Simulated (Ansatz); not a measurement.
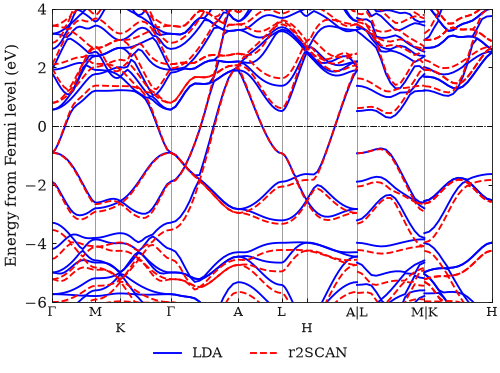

Band structures of TaN, space group P-62m, 6 atoms in the cell (a = 5.196 Å, c = 2.911 Å (hexagonal axes)), by two methods on the same cell. Each is counted from its own Fermi level.

> What changes from one method to the other?

Both give a metal. Levels within 1 eV of the Fermi level in either run differ by 0.11 eV on average and by 0.24 eV at most (between Γ and M). Filled levels 1 to 5 eV under it lie 0.19 eV deeper on average in r2SCAN than in LDA.

Settings. LDA: Ansatz PAW, no spin polarisation, no spin-orbit coupling, 6×6×9 k mesh, 420 eV cutoff, Fermi-Dirac smearing of 0.05 eV (Ansatz). r2SCAN: Ansatz PAW, no spin polarisation, no spin-orbit coupling, 6×6×9 k mesh, 500 eV cutoff, Fermi-Dirac smearing of 0.05 eV (Ansatz 0.2.0).

Bands are joined in order of energy. The cell is at −10 GPa in LDA and 0 GPa in r2SCAN. Spin-orbit coupling is left out, which matters for Ta. The PAW data sets were made with another functional.
